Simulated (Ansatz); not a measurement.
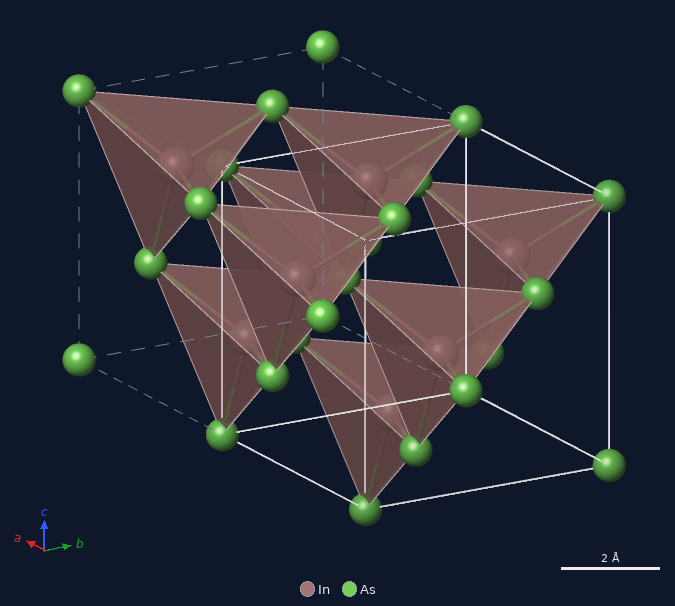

Figure: polyhedral view from a general direction. The conventional unit cell (solid box) is repeated to 2×1×1 cells.

InAs, space group F-43m (No. 216), a = 5.80 Å, b = 5.80 Å, c = 5.80 Å, α = 90.00°, β = 90.00°, γ = 90.00°.

Method used: DFT PBE, scalar-relativistic, plane waves, PAW (Ansatz). It ran with 420 eV cutoff, k-points about 0.16 Å⁻¹ apart, Gaussian smearing of 0.1 eV, no spin polarisation.

Is the electronic structure metallic or gapped?

Answer. A semiconductor at this level, with a gap of 0.45 eV.

State the hydrostatic pressure.

Answer. The computed pressure is 15.0 GPa (compressed: it would expand).

The structure was taken from a structure listed in the Materials Project. Earlier steps of the study may have refined or changed the cell and positions. It went into a calculation with Ansatz.

At this level of theory the cell isn't at rest (compressed, at 15 GPa), so its distances can differ from those at equilibrium, the more so the softer the solid.
